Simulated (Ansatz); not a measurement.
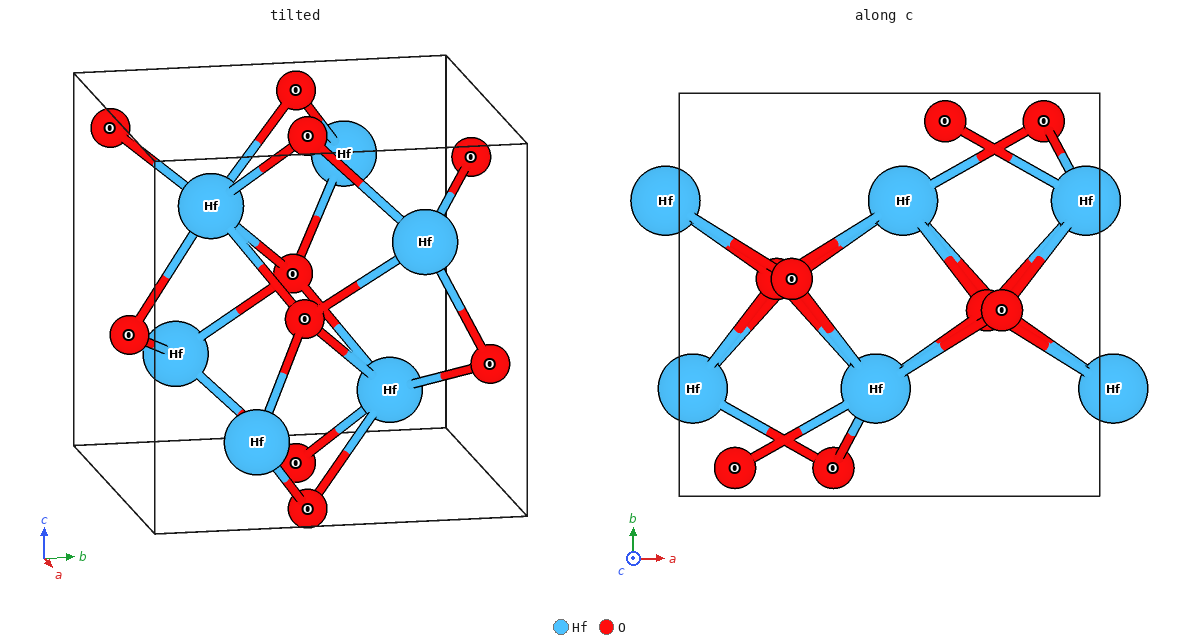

The figure gives a ball-and-stick picture of the atoms, viewed slightly off an axis and along the c axis. One conventional unit cell is framed, with atoms on its boundary repeated.

Chemical formula HfO2. The symmetry is that of Pca2_1 (No. 29), on a primitive orthorhombic lattice. The cell comprises 4 formula units: 4 Hf, 8 O. The coordination shell of Hf holds seven O. O takes two kinds of site: 4a with three Hf; 4a with four Hf in a distorted tetrahedral arrangement. Not all metal-metal contacts are counted. The bonds build a three-dimensional framework.

It derives from a structure listed in the Materials Project. Earlier steps of the study may have refined or changed the cell and positions. It went into a calculation with Ansatz.

At this level of theory the cell isn't at rest (compressed, at 6 GPa), so its distances can differ from those at equilibrium, the more so the softer the solid.
